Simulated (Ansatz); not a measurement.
Run report: WS₂, band-structure calculation (part 1 of 2)

System: WS₂ (6 atoms in the cell).
Method: DFT, PBE, plane waves, PAW, no spin polarisation (Ansatz 0.2.0).

The structure was built on a prototype by a generator. The geometry comes from this level: r2scan-rvv10 (a point of a series of strains). It belongs to a series of runs on one base structure; here: hydrostatic strain -2.0%. Figures and captions count atoms from 1; the log counts them from 0 in places.

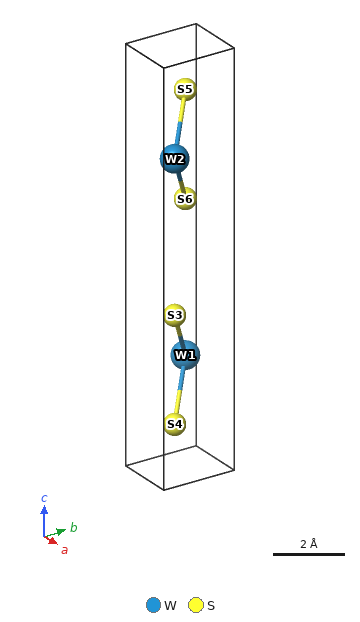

Figure 1. The structure as given in the input (ball-and-stick view of the cell of the calculation, seen slightly off an axis; atoms are numbered from 1 in the order of the input). An atom can appear more than once, as a periodic image. Near neighbours in the periodic cell (some may lie outside the picture): W has 6 S at 2.39 Å; S has 3 W at 2.39 Å.

### Input
```yaml
crystal:
  lattice:
    - [3.1065473675, 0.0, 0.0]
    - [-1.5532736837, 2.6903489383, 0.0]
    - [0.0, 0.0, 12.2412491414]
  atoms:
    - { symbol: W, position: [0.3333333333, 0.6666666667, 0.25] }
    - { symbol: W, position: [0.6666666667, 0.3333333333, 0.75] }
    - { symbol: S, position: [0.6666666667, 0.3333333333, 0.3791820562] }
    - { symbol: S, position: [0.6666666667, 0.3333333333, 0.1208179438] }
    - { symbol: S, position: [0.3333333333, 0.6666666667, 0.8791820562] }
    - { symbol: S, position: [0.3333333333, 0.6666666667, 0.6208179438] }
kpoints:
  mp_grid: { grid: [12, 12, 2] }
  band_path:
    path:
      - [0.0, 0.0, 0.0]
      - [0.5, 0.0, 0.0]
      - [0.3333333333, 0.3333333333, 0.0]
      - [0.0, 0.0, 0.5]
      - [0.5, 0.0, 0.5]
      - [0.3333333333, 0.3333333333, 0.5]
      - [-0.177083, 0.351562, 0.0]
    npoints: 1
hamiltonian:
  xc: pbe
scf:
  occupations: { method: fermi_dirac, width: 0.02 }
  n_extra_bands: 5
output:
  forces: true
  stress: true
  eigenvalues: true
  write_density: true
  write_potential: true
  elf: true
  volumetric_format: npy
```

Run on 2 threads of AMD EPYC (Zen 3), 1656 GiB of memory available, shared host.

Command:
```bash
ansatz run input.yaml --threads 2 --pin off --max-ram 29491MiB --backend cpu --events-out ev --progress --plain --runs-dir out
```

### What the program printed
```
scf.n_extra_bands = 5 over 26 filled bands (N_el = 52.0): the run solves 31 bands
Engine: ansatz 0.2.0, x86_64-unknown-linux-gnu
Pseudopotentials: kind: paw
Pseudopotential: W, paw, valence charge 14, recommended cutoff 420 eV (normal), W.paw.azcp
Pseudopotential: S, paw, valence charge 6, recommended cutoff 420 eV (normal), S.paw.azcp
Functional definition: PBE
  parameter kappa = 0.804
  parameter beta = 0.06672455060314922
  exchange = pbe_x(kappa = kappa, mu = beta*pi^2/3)
  correlation = pbe_c(beta = beta)
Crystal: 6 atoms, lattice volume = 102.309 Å³
Basis set: ecut = 420 eV, 2009 PW (Γ), exchange–correlation on 48×48×180 points (8 copies of the dense FFT grid, shifted against one another)
Bands: 31, of which v1, the nominal top of the filled ones, is band 26 counted from 1 (25 counted from 0)
Symmetry: 24 space group operations
Space group: P63/mmc (ITA 194), of the structure as read, at distance tolerance 4.7e-5 Å
k-points: 38 of 288
Non-local potential: W, projectors of the file, l = 0: 3, l = 1: 2, l = 2: 2, l = 3: 1
Non-local potential: S, projectors of the file, l = 0: 2, l = 1: 2, l = 2: 2
PAW form: soft (Blöchl's): semilocal exchange-correlation on the pseudo side does not see the compensation charge
PAW one-centre angular grid: W, 590 points (default); XC on 64 Gauss nodes
PAW one-centre angular grid: S, 110 points (default); XC on 64 Gauss nodes
Initial density: superposition of atomic densities (neutral atoms: chi_scale 0, normalization atom), corrected by the library's trained network
Initial wavefunctions: pseudopotential atomic-orbital guess
Functional: x = pbe(κ = 0.804, μ = 0.2195149727645171), c = pbe(β = 0.06672455060314922)
SCF iter   1: F=—  HF=-24382.588247 eV  |F-HF|=—  |Δ(HF+E_count)|=         —  Δρ=5.52e-3  dr2=1.42e-2  ethr=1.77e-3  ⟨swp⟩=6.7  Hψ=5591  notcnv=0
preconditioner: auto → Resta (q_TF=auto, 2.437 Å⁻¹)  ε∞=7.8  [insulator: Δε(μ)=0.946 eV  Ē_g=8.466 eV  σ=0.020 eV  W_gap=1.00  n_scr=26 (ndim 8)  ℏωp=22.0 eV  f_vac=0.009  D(μ)=0.00/eV (n_scr^D=0)  ε∞_Penn≈7.8]
SCF iter   2: F=—  HF=-24382.592549 eV  |F-HF|=—  |Δ(HF+E_count)|=   4.30e-3  Δρ=3.03e-3  dr2=2.95e-3  ethr=2.72e-5  ⟨swp⟩=2.1  Hψ=2065  notcnv=0  defer=33
SCF iter   3: F=—  HF=-24382.596736 eV  |F-HF|=—  |Δ(HF+E_count)|=   4.19e-3  Δρ=9.25e-4  dr2=4.54e-4  ethr=5.68e-6  ⟨swp⟩=2.0  Hψ=1820  notcnv=0  defer=33
SCF iter   4: F=—  HF=-24382.597070 eV  |F-HF|=—  |Δ(HF+E_count)|=   3.34e-4  Δρ=1.05e-4  dr2=1.68e-5  ethr=8.73e-7  ⟨swp⟩=2.0  Hψ=1734  notcnv=0  defer=33
SCF iter   5: F=—  HF=-24382.597180 eV  |F-HF|=—  |Δ(HF+E_count)|=   1.10e-4  Δρ=3.16e-5  dr2=1.13e-6  ethr=3.23e-8  ⟨swp⟩=2.0  Hψ=1699  notcnv=0  defer=33
SCF iter   6: F=-24382.597181 eV  HF=-24382.597181 eV  |F-HF|=5.19e-8  |Δ(HF+E_count)|=   5.20e-7  Δρ=8.25e-6  dr2=8.49e-8  ethr=1.92e-10  ⟨swp⟩=11.8  Hψ=9459  notcnv=0
SCF 1 converged in 6 iterations: F = -24382.597181 eV  dr2 = 8.49e-8
  greatest PAW one-centre occupation: 1.000 electrons in one spin orbital (limit 2), on the W atom at site 1 (counted from 0), in its partial waves of l = 0
```

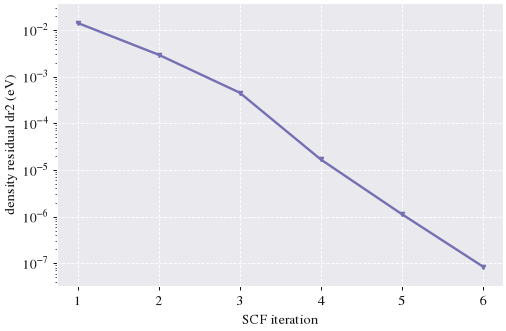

Figure 2. Convergence of the self-consistent field: density residual dr2 against the SCF iteration. The residual falls at every step.

```
NSCF: frozen V_eff on 7 k-points
SCF converged after 6 iterations
Free energy (F): -24382.597181 eV
Harris-Foulkes:  -24382.597181 eV  (|F-HF|=5.19e-8)
Internal energy: -24382.597181 eV  (E = F + TS)
E sigma→0 (E₀):  -24382.597181 eV
Fermi energy:    12.775550 eV
--- Per-component energies (eV) ---
  E_band       = -340.047894
  E_kinetic    = 1339.506448
  E_local      = -3407.491738  (includes V_loc(G=0)·N_el)
  E_nonlocal   = 115.025380
  E_hartree    = 1358.584843
  E_xc         = -927.022022
  E_vxc        = -833.714979  (∫ρ·V_xc dr)
  E_paw        = -19526.615664  (= ΣΔE_a)
  E_vpaw       = -270.545972  (= ΣTr[D̂ρ^β])
  E_aug_tail   = -0.000121  (compensation charges beyond the density's cutoff)
  E_ewald      = -3334.584307
  E_smearing   = -0.000000  (= −TS)
  E_closure    = 0.000000  (closes the sum)
  Σ components = -24382.597181   (vs F -24382.597181, Δ=0.00e0)
--- Forces (eV/Å), atoms counted from 1 ---
  atom   1  W     -0.00000000     0.00000000     0.00000000
  atom   2  W      0.00000000    -0.00000000     0.00000000
  atom   3  S      0.00000000    -0.00000000     0.23075085
  atom   4  S      0.00000000    -0.00000000    -0.23075085
  atom   5  S     -0.00000000     0.00000000     0.23075085
  atom   6  S     -0.00000000     0.00000000    -0.23075085
  max |Σ_I F_I| component: 5.55e-17 eV/Å
--- Stress (GPa, compression-positive) ---
        9.936351      -0.000000       0.000000
        0.000000       9.936351       0.000000
        0.000000       0.000000       6.422156
  P = ⅓ Tr σ = 8.7650 GPa (87.650 kbar)
--- Band table (eV; the first three rows and the last of 38) ---
  k-point 0: bands = ["-62.0882", "-62.0882", "-26.4318", "-26.4317", "-26.1931", "-26.1931", "-26.1931", "-26.1931", "-3.4503", "-3.1843", "-1.9118", "-1.4117", "4.5090", "5.6489", "8.3000", "8.9632", "8.9632", "8.9781", "8.9781", "10.2420", "10.2420", "10.3010", "10.3010", "10.8148", "10.9353", "12.3192", "14.8132", "14.8132", "14.8194", "14.8194", "14.8263"]
  k-point 1: bands = ["-62.0882", "-62.0882", "-26.4318", "-26.4318", "-26.1931", "-26.1931", "-26.1931", "-26.1931", "-3.3341", "-3.3341", "-1.6500", "-1.6500", "4.9982", "4.9982", "8.9705", "8.9705", "8.9705", "8.9705", "9.2997", "9.2997", "10.2714", "10.2714", "10.2714", "10.2714", "11.9727", "11.9727", "14.7999", "14.7999", "14.7999", "14.7999", "14.9429"]
  k-point 2: bands = ["-62.0866", "-62.0866", "-26.4264", "-26.4263", "-26.2228", "-26.2228", "-26.1999", "-26.1999", "-3.3247", "-3.0584", "-1.8560", "-1.3705", "4.6596", "5.7997", "8.1406", "8.6376", "8.6632", "9.0838", "9.1056", "9.7076", "10.0403", "10.1051", "10.2665", "10.9652", "11.0327", "12.1016", "14.6282", "14.6946", "14.7117", "14.7358", "14.7673"]
  k-point 37: bands = ["-62.0613", "-62.0613", "-26.5130", "-26.5130", "-26.4724", "-26.4724", "-26.3400", "-26.3400", "-0.5838", "-0.5838", "-0.5696", "-0.5696", "5.6954", "5.6954", "6.1434", "6.1434", "7.0679", "7.0679", "7.5423", "7.5423", "8.5379", "8.5379", "9.1548", "9.1548", "11.7250", "11.7250", "13.8954", "13.8954", "14.8692", "14.8692", "15.8915"]
```

### File bands.tsv
```
# k_distance	band_0	band_1	band_2	band_3	band_4	band_5	band_6	band_7	band_8	band_9	band_10	band_11	band_12	band_13	band_14	band_15	band_16	band_17	band_18	band_19	band_20	band_21	band_22	band_23	band_24	band_25	band_26	band_27	band_28	band_29	band_30
# fermi_ev = 12.775550
# lock_threshold_ev = 1e-6
# [0, 0, 0] at k_distance = 0.000000
# [0.5, 0, 0] at k_distance = 1.167727
# [0.3333333333, 0.3333333333, 0] at k_distance = 1.841914
# [0, 0, 0.5] at k_distance = 3.214495
# [0.5, 0, 0.5] at k_distance = 4.382222
# [0.3333333333, 0.3333333333, 0.5] at k_distance = 5.056409
# [-0.177083, 0.351562, 0] at k_distance = 6.255543
# levels_relative_to = fermi_ev
# free_energy_ev = -24382.597181
# largest_residual_norms_ev = 6.787e-4 7.839e-4 1.753e-4 1.928e-4 1.817e-4 1.988e-4 1.892e-4 2.162e-4 5.832e-4 8.931e-4 8.289e-4 1.007e-3 4.783e-4 4.627e-4 1.052e-3 8.479e-4 1.325e-3 1.355e-3 5.913e-4 6.461e-4 8.109e-4 9.211e-4 1.327e-3 1.059e-3 1.275e-3 1.615e-3 1.269e-3 1.100e-3 7.314e-4 1.331e-3 1.183e-3
0.000000	-74.863712	-74.863712	-39.207337	-39.207270	-38.968649	-38.968649	-38.968646	-38.968646	-16.225846	-15.959840	-14.687376	-14.187271	-8.266600	-7.126648	-4.475568	-3.812349	-3.812349	-3.797468	-3.797468	-2.533550	-2.533550	-2.474536	-2.474536	-1.960762	-1.840297	-0.456376	2.037631	2.037631	2.043891	2.043891	2.050705
1.167727	-74.839840	-74.839840	-39.397425	-39.397416	-39.125738	-39.125729	-39.069525	-39.069511	-13.774873	-13.650059	-13.613809	-13.509120	-7.954457	-7.631841	-6.648293	-6.391532	-6.018520	-5.278747	-4.495076	-4.401613	-3.502539	-3.271732	-2.263974	-2.150131	-2.030537	-1.979356	2.151187	2.197728	2.270154	2.694473	2.745505
1.841914	-74.836849	-74.836849	-39.288545	-39.288545	-39.247993	-39.247981	-39.115561	-39.115561	-13.359170	-13.359170	-13.345284	-13.345284	-7.162023	-6.980992	-6.651350	-6.651350	-5.856125	-5.575451	-4.969333	-4.969333	-4.674687	-4.674687	-3.411234	-3.411234	-1.156672	-0.911501	1.119852	1.119852	1.509889	2.847180	2.995019
3.214495	-74.863712	-74.863712	-39.207303	-39.207303	-38.968630	-38.968630	-38.968630	-38.968630	-16.109632	-16.109632	-14.425513	-14.425513	-7.777311	-7.777311	-3.805033	-3.805033	-3.805033	-3.805033	-3.475862	-3.475862	-2.504117	-2.504117	-2.504117	-2.504117	-0.802846	-0.802846	2.024359	2.024359	2.024359	2.024359	2.167343
4.382222	-74.839840	-74.839840	-39.397419	-39.397419	-39.125744	-39.125744	-39.069509	-39.069509	-13.732298	-13.732298	-13.541618	-13.541618	-7.804819	-7.804819	-6.583642	-6.583642	-5.568193	-5.568193	-4.450094	-4.450094	-3.411483	-3.411483	-2.147268	-2.147268	-2.050674	-2.050674	2.170923	2.170923	2.511523	2.511523	3.068272
5.056409	-74.836849	-74.836849	-39.288550	-39.288550	-39.247993	-39.247993	-39.115554	-39.115554	-13.359319	-13.359319	-13.345146	-13.345146	-7.080127	-7.080127	-6.632140	-6.632140	-5.707674	-5.707674	-5.233287	-5.233287	-4.237677	-4.237677	-3.620747	-3.620747	-1.050548	-1.050548	1.119852	1.119852	2.093668	2.093668	3.115947
6.255543	-74.847631	-74.847631	-39.236508	-39.236498	-39.152481	-39.152459	-39.062161	-39.062161	-14.779402	-14.538700	-14.042970	-13.727055	-6.923646	-6.365427	-5.801418	-5.583572	-5.438487	-5.186809	-4.993260	-4.334300	-3.363889	-3.359159	-2.532242	-2.371861	-1.946732	-1.934341	0.482627	1.497173	1.863665	1.900446	2.343812
```

### File rho_z.tsv
```
# z_ang	rho[e/angstrom^3]
# format = ansatz-planar-average/11
# lattice	3.106547367	-0.000000000	0.000000000
# lattice	-1.553273684	2.690348938	0.000000000
# lattice	0.000000000	0.000000000	12.241249141
# sites	6
# site	74	0.000000000	1.793565959	3.060312285
# site	74	1.553273684	0.896782979	9.180936856
# site	16	1.553273684	0.896782979	4.641662020
# site	16	1.553273684	0.896782979	1.478962551
# site	16	0.000000000	1.793565959	10.762286591
# site	16	0.000000000	1.793565959	7.599587122
0.000000	5.603365e-2
0.136014	6.127756e-2
0.272028	7.767186e-2
0.408042	1.072270e-1
0.544056	1.523368e-1
0.680069	2.132675e-1
0.816083	2.839347e-1
0.952097	3.511886e-1
1.088111	4.011123e-1
1.224125	4.295564e-1
1.360139	4.463343e-1
1.496153	4.658343e-1
1.632167	4.928004e-1
1.768180	5.178896e-1
1.904194	5.290200e-1
2.040208	5.265654e-1
2.176222	5.345449e-1
2.312236	5.922727e-1
2.448250	7.239179e-1
2.584264	9.115249e-1
2.720278	1.096037e0
2.856291	1.220423e0
2.992305	1.273230e0
3.128319	1.273230e0
3.264333	1.220423e0
3.400347	1.096037e0
3.536361	9.115249e-1
3.672375	7.239179e-1
3.808389	5.922727e-1
3.944403	5.345449e-1
4.080416	5.265654e-1
4.216430	5.290200e-1
4.352444	5.178896e-1
4.488458	4.928004e-1
4.624472	4.658343e-1
4.760486	4.463343e-1
4.896500	4.295564e-1
5.032514	4.011123e-1
5.168527	3.511886e-1
5.304541	2.839347e-1
5.440555	2.132675e-1
5.576569	1.523368e-1
5.712583	1.072270e-1
5.848597	7.767186e-2
5.984611	6.127756e-2
6.120625	5.603365e-2
6.256638	6.127756e-2
6.392652	7.767186e-2
6.528666	1.072270e-1
6.664680	1.523368e-1
6.800694	2.132675e-1
6.936708	2.839347e-1
7.072722	3.511886e-1
7.208736	4.011123e-1
```
